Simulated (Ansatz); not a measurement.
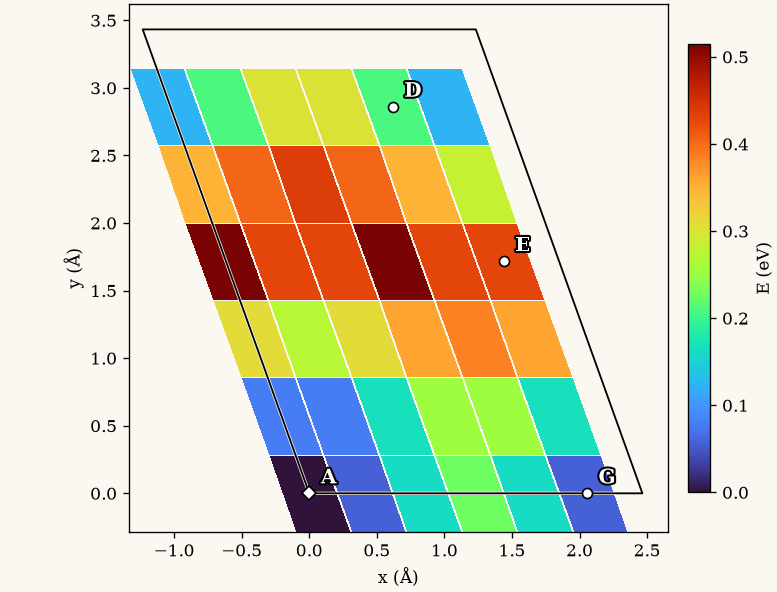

Cl on a C(101) slab cut from the R-3m phase, its upper half relaxed before the scan (24 atoms of substrate and one adsorbate in a 2 × 2 cell). Cl is moved over the surface cell at a fixed height above a rigid substrate; the origin of the map has the adsorbate above C21; the height is held at 2.80 Å. Places are given modulo a cell vector. The map is drawn in real space over the plane of the surface. The scan uses a 6 × 6 grid; 21 points were computed and 15 follow by symmetry. Places are given in fractions of the 1 × 1 surface cell. All energies are given in eV relative to the lowest grid point. Energies and slopes of some neighbouring points disagree (a jump in structure or state, or too coarse a mesh). The magnetic moment jumps between some neighbouring points. At a fixed height the lowest place need not be the adsorption site. All numbers below come from DFT PBE+D3(BJ), scalar-relativistic, plane waves, PAW (Ansatz). Settings: cutoff 420 eV, k-mesh 6×4×1, gaussian smearing 0.05 eV, spin-polarised.

In the figure: one coloured cell a grid point, the outline of one cell of the plane, lettered points.

Q: Rank the lettered points by energy, lowest first.

A: A (0.000 eV), G (0.058 eV), D (0.208 eV), E (0.429 eV).

PAW datasets: the set soft_1.
